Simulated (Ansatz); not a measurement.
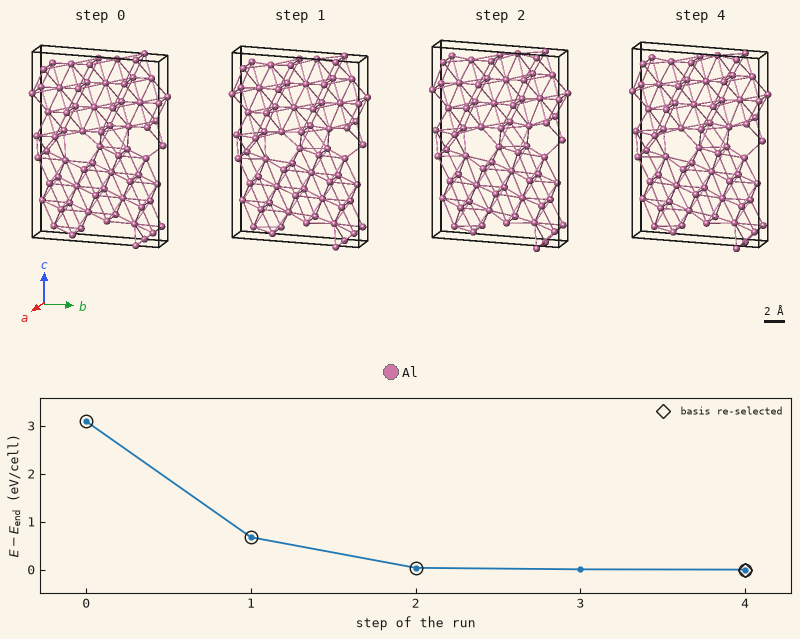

Frames of a relaxation of an interface cell of composition Al, marked on the history of the run. The picture is a ball-and-stick view of the cell of the calculation (origin shifted), seen slightly off an axis.

Case: symmetric tilt boundary Sigma 11 (3 3 2), mirror between planes, shift [0, 0.5].

Method: DFT PBE, scalar-relativistic, plane waves, PAW in Ansatz 0.2.0.

The input:
```yaml
crystal:
  lattice:
    - [2.8577415354, 0.0, 0.0]
    - [0.0, 13.403995935, 0.0]
    - [0.0, 0.0, 19.2561128413]
  atoms:
    - { symbol: Al, position: [0.0, 0.2727272727, 0.0784180446] }
    - { symbol: Al, position: [0.0, 0.5454545455, 0.1679108202] }
    - { symbol: Al, position: [0.0, 0.8181818182, 0.2574035958] }
    - { symbol: Al, position: [1.0, 0.0909090909, 0.3468963714] }
    - { symbol: Al, position: [1.0, 0.3636363636, 0.4363891471] }
    - { symbol: Al, position: [0.5, 0.8181818182, 0.0112984629] }
    - { symbol: Al, position: [0.5, 0.0909090909, 0.1007912385] }
    - { symbol: Al, position: [0.5, 0.3636363636, 0.1902840141] }
    - { symbol: Al, position: [0.5, 0.6363636364, 0.2797767897] }
    - { symbol: Al, position: [0.5, 0.9090909091, 0.3692695653] }
    - { symbol: Al, position: [0.5, 0.1818181818, 0.458762341] }
    - { symbol: Al, position: [0.5, 0.4545454545, 0.0560448507] }
    - { symbol: Al, position: [0.5, 0.7272727273, 0.1455376263] }
    - { symbol: Al, position: [0.5, 0.0, 0.2350304019] }
    - { symbol: Al, position: [0.5, 0.2727272727, 0.3245231775] }
    - { symbol: Al, position: [0.5, 0.5454545455, 0.4140159532] }
    - { symbol: Al, position: [0.0, 0.6363636364, 0.0336716568] }
    - { symbol: Al, position: [0.0, 0.9090909091, 0.1231644324] }
    - { symbol: Al, position: [1.0, 0.1818181818, 0.212657208] }
    - { symbol: Al, position: [1.0, 0.4545454545, 0.3021499836] }
    - { symbol: Al, position: [1.0, 0.7272727273, 0.3916427593] }
    - { symbol: Al, position: [1.0, 0.0, 0.4811355349] }
    - { symbol: Al, position: [0.0, 0.7727272727, 0.9137922212] }
    - { symbol: Al, position: [0.0, 0.0454545455, 0.8242994456] }
    - { symbol: Al, position: [0.0, 0.3181818182, 0.73480667] }
    - { symbol: Al, position: [1.0, 0.5909090909, 0.6453138944] }
    - { symbol: Al, position: [1.0, 0.8636363636, 0.5558211188] }
    - { symbol: Al, position: [0.5, 0.3181818182, 0.9809118029] }
    - { symbol: Al, position: [0.5, 0.5909090909, 0.8914190273] }
    - { symbol: Al, position: [0.5, 0.8636363636, 0.8019262517] }
    - { symbol: Al, position: [0.5, 0.1363636364, 0.7124334761] }
    - { symbol: Al, position: [0.5, 0.4090909091, 0.6229407005] }
    - { symbol: Al, position: [0.5, 0.6818181818, 0.5334479249] }
    - { symbol: Al, position: [0.5, 0.9545454545, 0.9361654151] }
    - { symbol: Al, position: [0.5, 0.2272727273, 0.8466726395] }
    - { symbol: Al, position: [0.5, 0.5, 0.7571798639] }
    - { symbol: Al, position: [0.5, 0.7727272727, 0.6676870883] }
    - { symbol: Al, position: [0.5, 0.0454545455, 0.5781943127] }
    - { symbol: Al, position: [0.0, 0.1363636364, 0.958538609] }
    - { symbol: Al, position: [0.0, 0.4090909091, 0.8690458334] }
    - { symbol: Al, position: [1.0, 0.6818181818, 0.7795530578] }
    - { symbol: Al, position: [1.0, 0.9545454545, 0.6900602822] }
    - { symbol: Al, position: [1.0, 0.2272727273, 0.6005675066] }
    - { symbol: Al, position: [1.0, 0.5, 0.511074731] }
basis:
  ecutwfc: 420
kpoints:
  mp_grid: { grid: [12, 4, 2] }
hamiltonian:
  xc: pbe
scf:
  occupations: { method: gaussian, width: 0.1 }
output:
  forces: true
  stress: true
  eigenvalues: true
  write_density: true
  write_potential: true
  elf: true
  volumetric_format: npy
relax:
  adjacent_minimum: "off"
  f_tol: 0.02
  max_steps: 60
  cell: { fix: [a, b, alpha, beta, gamma], stress_tol: 0.1 }
```

Command:
```bash
ansatz run input.yaml --threads 4 --pin off --max-ram 12288MiB --backend cpu --events-out ev --progress --plain --runs-dir out
```

Question: What happens along the run?

Answer: The largest moves relative to the cell, 0.32 Å, are those of Al22 and Al44. Al22 goes along [0 −1 −3]. The volume changes by +1.7 %, with a unchanged at 2.858 Å, b unchanged at 13.404 Å, c 19.256 → 19.589 Å (+1.7 %). Near-neighbour distances that change, for instance: Al16–Al44 2.430 → 2.777 Å, Al12–Al28 2.331 → 2.674 Å, Al1–Al28 2.437 → 2.777 Å, Al25–Al43 2.858 → 3.122 Å. After 3 accepted moves (4 points after the start) the energy has fallen by 3.089 eV per cell of the calculation. Largest force component: 3.7 eV/Å at the start, 0.011 eV/Å at the end. The pressure goes from 2.77 to −0.24 GPa. At 1 point the geometry stayed and the basis and grid were re-selected for the new cell (energy shift of 6.0 meV per cell of the calculation at most each time). The run took 13 min on 4 threads of Arm Neoverse V1 (shared host), peak memory 3.5 GiB. From step 0 to 1: Al atoms move most (0.19 Å), volume −0.4 %, energy −2.414 eV per cell of the calculation. From step 1 to 2: Al atoms move most (0.17 Å), volume +3.1 %, energy −0.638 eV per cell of the calculation. From step 2 to 4: Al atoms move most (0.02 Å), volume −0.9 %, energy −37.3 meV per cell of the calculation.

```json
{"step": "0", "E − E(0), meV/atom": "0.00", "largest force component, eV/Å": "3.6524", "pressure, GPa": "2.77", "volume, Å³/atom": "16.764", "note": ""}
{"step": "1", "E − E(0), meV/atom": "-54.87", "largest force component, eV/Å": "1.2210", "pressure, GPa": "1.63", "volume, Å³/atom": "16.691", "note": ""}
{"step": "2", "E − E(0), meV/atom": "-69.37", "largest force component, eV/Å": "0.0275", "pressure, GPa": "-0.92", "volume, Å³/atom": "17.215", "note": ""}
{"step": "3", "E − E(0), meV/atom": "-70.08", "largest force component, eV/Å": "0.0115", "pressure, GPa": "-0.25", "volume, Å³/atom": "17.053", "note": ""}
{"step": "4", "E − E(0), meV/atom": "-70.21", "largest force component, eV/Å": "0.0115", "pressure, GPa": "-0.24", "volume, Å³/atom": "17.053", "note": "same geometry, new basis"}
```
